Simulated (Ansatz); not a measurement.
# Energy of CoO along an even scaling of the cell

System: CoO (2 atoms in the cell).
Method: Kohn-Sham DFT of a periodic cell, revPBE, Ansatz PAW, spin-polarised (Ansatz 0.2.0).

The 5 runs differ only in the geometry, by an even scaling of the cell at fixed fractional positions. The structure derives from an entry of the Crystallography Open Database.

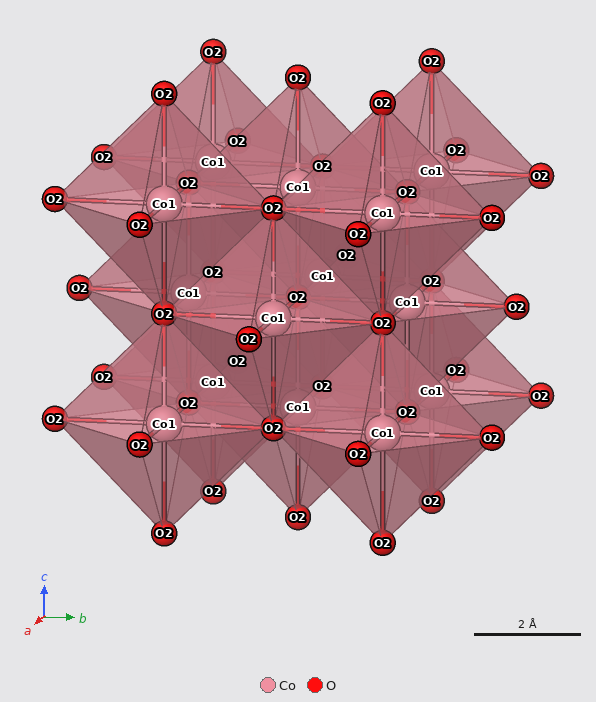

Figure 1. The structure of run 3 (polyhedral view of the cell 4 times as large as that of the calculation, set on its symmetry axes, seen slightly off an axis; polyhedra are completed across the faces of the cell; atoms are numbered from 1 in the order of the input).

**Input of run 3**
```yaml
crystal:
  lattice:
    - [0.0, 2.1315, 2.1315]
    - [2.1315, 0.0, 2.1315]
    - [2.1315, 2.1315, 0.0]
  atoms:
    - { symbol: Co, position: [0.0, 0.0, 0.0], spin: 2.0 }
    - { symbol: O, position: [0.5, 0.5, 0.5] }
hamiltonian:
  xc: revpbe
  pseudopotentials: { kind: paw }
magnetization:
  spin_polarized: true
kpoints:
  mp_grid: { grid: [11, 11, 11] }
scf:
  occupations: { method: fermi_dirac, width: 0.05 }
output:
  forces: true
  stress: true
  eigenvalues: true
```

Command:
```bash
ansatz run input.yaml --threads 2 --pin off --max-ram 5120MiB --backend cpu --events-out ev --progress --plain --runs-dir out
```

Run 2 differs from it as follows:
```diff
-    - [0.0, 2.1315, 2.1315]
-    - [2.1315, 0.0, 2.1315]
-    - [2.1315, 2.1315, 0.0]
+    - [0.0, 2.1026924146, 2.1026924146]
+    - [2.1026924146, 0.0, 2.1026924146]
+    - [2.1026924146, 2.1026924146, 0.0]
```

**Results, with one run withheld**

```csv
run,volume per atom (Å³),"free energy per atom, from the lowest run given (meV)",pressure (GPa)
1,9.103,31.96,14.31
2,9.297,?,?
3,9.684,2.30,2.59
4,9.878,0.00,0.83
5,10.071,0.75,−2.07
```

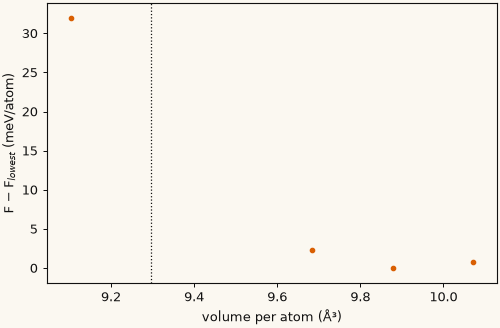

Figure 2. Free energy per atom of the runs given; the dotted line marks run 2.

Fit the runs given and predict run 2.

A quadratic polynomial in V^(−2/3) (the Birch–Murnaghan form), fitted to the 4 runs given, misses them by at most 0.04 meV per atom. With x = V^(−2/3) − 0.22028 Å⁻², it reads F = 2.5749 + 1452.9 x + 1.9554e+05 x² (meV per atom). At run 2 it gives 17.92 meV per atom, and the run itself gives 17.33. The slope of the fit gives a pressure −dF/dV of 9.76 GPa there, and the run prints 10.03 GPa. The two needn't agree exactly: the fit is approximate, and the printed stress is taken on a finite basis. The fit has its minimum at 9.922 Å³ per atom, where V d²F/dV² gives 132 GPa: the bulk modulus at this level, since symmetry fixes the shape and the positions. So low a polynomial doesn't follow these energies more closely.

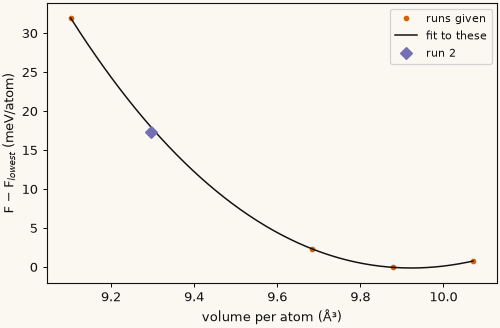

Figure 3. The fit and the withheld run.

**Output, shortened to warnings, some set-up lines, iterations and results (run 2)**
```
Basis set: ecut = 420 eV, 339 PW (Γ), exchange–correlation on 40×40×40 points (8 copies of the dense FFT grid, shifted against one another)
Symmetry: 48 space group operations
k-points: 56 of 1331
Initial density: superposition of atomic densities (chi_scale 0.1, normalization cell, long waves kept (reshape's long-wave potential 0.00 eV rms))
[...]
SCF iter   1: F=—  HF=-5695.781036 eV  |F-HF|=—  |Δ(HF+E_count)|=         —  Δρ=1.17e-1 (↑1.17e-1 ↓9.63e-2)  dr2=5.59e0  dr2_m=1.64e-1  M=2.113 μB ∫|m|=2.113 μB  β_m=0.30  …
SCF iter   2: F=—  HF=-5696.491534 eV  |F-HF|=—  |Δ(HF+E_count)|=   7.10e-1  Δρ=8.48e-2 (↑8.48e-2 ↓5.96e-2)  dr2=6.14e-1  dr2_m=7.15e-1  M=2.575 μB ∫|m|=2.575 μB  β_m=0.39  …
SCF iter   3: F=—  HF=-5696.815302 eV  |F-HF|=—  |Δ(HF+E_count)|=   3.24e-1  Δρ=7.11e-2 (↑5.73e-2 ↓7.11e-2)  dr2=6.92e-2  dr2_m=6.55e-1  M=2.848 μB ∫|m|=2.851 μB  β_m=0.68  …
SCF iter   4: F=—  HF=-5696.762625 eV  |F-HF|=—  |Δ(HF+E_count)|=         —  Δρ=1.49e-2 (↑1.08e-2 ↓1.49e-2)  dr2=5.20e-2  dr2_m=9.39e-3  M=2.751 μB ∫|m|=2.759 μB  β_m=0.69  …
SCF iter   5: F=—  HF=-5696.818832 eV  |F-HF|=—  |Δ(HF+E_count)|=   5.62e-2  Δρ=1.90e-2 (↑1.26e-2 ↓1.90e-2)  dr2=4.81e-2  dr2_m=2.77e-2  M=2.855 μB ∫|m|=2.867 μB  β_m=0.70  …
SCF iter   6: F=—  HF=-5696.856145 eV  |F-HF|=—  |Δ(HF+E_count)|=   3.73e-2  Δρ=7.52e-3 (↑7.52e-3 ↓3.69e-3)  dr2=9.49e-3  dr2_m=1.67e-3  M=2.818 μB ∫|m|=2.832 μB  β_m=0.68  …
SCF iter   7: F=—  HF=-5696.857860 eV  |F-HF|=—  |Δ(HF+E_count)|=   1.71e-3  Δρ=9.67e-3 (↑2.16e-3 ↓9.67e-3)  dr2=1.26e-2  dr2_m=3.49e-3  M=2.859 μB ∫|m|=2.875 μB  β_m=0.62  …
SCF iter   8: F=—  HF=-5696.856427 eV  |F-HF|=—  |Δ(HF+E_count)|=   1.43e-3  Δρ=4.36e-3 (↑2.93e-3 ↓4.36e-3)  dr2=2.80e-3  dr2_m=1.58e-3  M=2.860 μB ∫|m|=2.877 μB  β_m=0.64  …
SCF iter   9: F=—  HF=-5696.856702 eV  |F-HF|=—  |Δ(HF+E_count)|=   2.75e-4  Δρ=3.15e-4 (↑3.15e-4 ↓2.69e-4)  dr2=4.86e-6  dr2_m=1.16e-5  M=2.856 μB ∫|m|=2.873 μB  β_m=0.81  …
SCF iter  10: F=—  HF=-5696.856816 eV  |F-HF|=—  |Δ(HF+E_count)|=   1.14e-4  Δρ=7.50e-5 (↑7.50e-5 ↓7.22e-5)  dr2=1.06e-7  dr2_m=8.50e-7  M=2.856 μB ∫|m|=2.873 μB  β_m=0.91  …
SCF iter  11: F=—  HF=-5696.856816 eV  |F-HF|=—  |Δ(HF+E_count)|=   2.19e-7  Δρ=1.16e-5 (↑1.16e-5 ↓6.05e-6)  dr2=6.19e-9  dr2_m=1.15e-8  M=2.856 μB ∫|m|=2.873 μB  β_m=0.95  …
SCF iter  12: F=-5696.856816 eV  HF=-5696.856816 eV  |F-HF|=5.64e-11  |Δ(HF+E_count)|=   4.42e-9  Δρ=2.34e-6 (↑2.34e-6 ↓1.45e-6)  dr2=8.42e-11  dr2_m=5.67e-10  M=2.856 μB …
SCF 1 converged in 12 iterations: F = -5696.856816 eV  dr2 = 8.42e-11
SCF converged after 12 iterations
Magnetization: 2.8561 μB (12.9281 up, 10.0719 down)
Absolute magnetization: 2.8731 μB (∫|ρ↑−ρ↓|, with the PAW one-centre terms)
Spin contamination: 0.0094 ħ² per cell (⟨S²⟩ above its minimum at these occupations)
Per-site moments (μB) at R_I (Å): [(2.4390437519765156, 0.8673606210224999), (0.2993292709916743, 0.8673606210224999)]
Free energy (F): -5696.856816 eV
Harris-Foulkes:  -5696.856816 eV  (|F-HF|=5.64e-11)
Internal energy: -5696.823693 eV  (E = F + TS)
E sigma→0 (E₀):  -5696.840255 eV
Entropy (-TS):   -0.033123 eV (-16.562 meV/atom)
Fermi energy:    14.785111 eV
--- Per-component energies (eV) ---
  E_band       = -287.676552
  E_kinetic    = 619.301027
  E_local      = -3376.235638  (includes V_loc(G=0)·N_el)
  E_nonlocal   = 513.779264
  E_hartree    = 1389.591511
  E_xc         = -229.522729
  E_vxc        = -294.573891  (∫ρ·V_xc dr)
  E_paw        = -1682.003780  (= ΣΔE_a)
  E_vpaw       = -529.132540  (= ΣTr[D̂ρ^β])
  E_aug_tail   = 0.002400  (compensation charges beyond the density's cutoff)
  E_ewald      = -2931.687319
  E_core_change = -0.048428  (= ΣΔE_core)
  E_smearing   = -0.033123  (= −TS)
  E_closure    = -0.000000  (closes the sum)
  Σ components = -5696.856816   (vs F -5696.856816, Δ=0.00e0)
--- Forces (eV/Å), atoms counted from 1 ---
  atom   1  Co    -0.00000000     0.00000000     0.00000000
  atom   2  O      0.00000000    -0.00000000    -0.00000000
  max |Σ_I F_I| component: 9.60e-30 eV/Å
--- Stress (GPa, compression-positive) ---
       10.026812       0.000000       0.000000
       -0.000000      10.026812      -0.000000
        0.000000       0.000000      10.026812
  P = ⅓ Tr σ = 10.0268 GPa (100.268 kbar)
```

Notes: Points of doubt noted for this run: forces on files of another functional.
